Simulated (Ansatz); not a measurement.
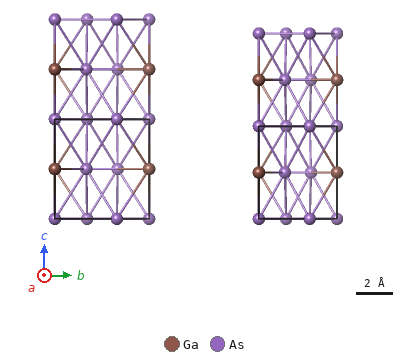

Two geometries of crystalline GaAs$_{5}$ (a generated structure, set up in P-62m) (coarse preliminary run), drawn at one scale. One is the start of a relaxation, the other its converged end. A ball-and-stick model of the cell of the calculation, repeated 1 × 1 × 2 with one cell outlined, seen along the a axis.

Level of theory: DFT PBE, scalar-relativistic, plane waves, PAW (Ansatz). (plane-wave cutoff 420 eV; k-point mesh 3 × 3 × 4; occupations gaussian; smearing width 0.1 eV; no spin polarisation; cell and atoms relaxed; force threshold 0.04 eV/Å; at most 70 steps)

Q: Which of the two is the end point?

A: The right one is the relaxed one. The largest moves relative to the cell, 0.035 Å, are those of As atoms. Ga stays in place. The drawn cell changes as follows: a = b 6.132 → 5.085 Å (−17.1 %), c 5.619 → 5.224 Å (−7.0 %); the volume changes by −36.1 %. Near-neighbour distances that change, for instance: As–As 3.493 → 2.868 Å, As–As 3.541 → 2.936 Å, As–Ga 3.541 → 2.936 Å, As–As 3.637 → 3.077 Å. The space group stays P-62m (No. 189). After 7 accepted moves (9 points after the start) the energy has fallen by 668 meV per atom. The largest force component goes from 0.38 to 0.015 eV/Å. Pressure: −11.76 GPa at the start and −0.05 GPa at the end. The line search rejected the trial step at point 4 of the run. At 1 point the geometry stayed and the basis and grid were re-selected for the new cell (energy shift of 0.8 meV per atom at most each time). Cost: 83 s on 1 thread of Intel(R) Xeon(R) Platinum 8259CL CPU @ 2.50GHz (Skylake/Cascade Lake), on a shared host, peak memory 0.49 GiB.
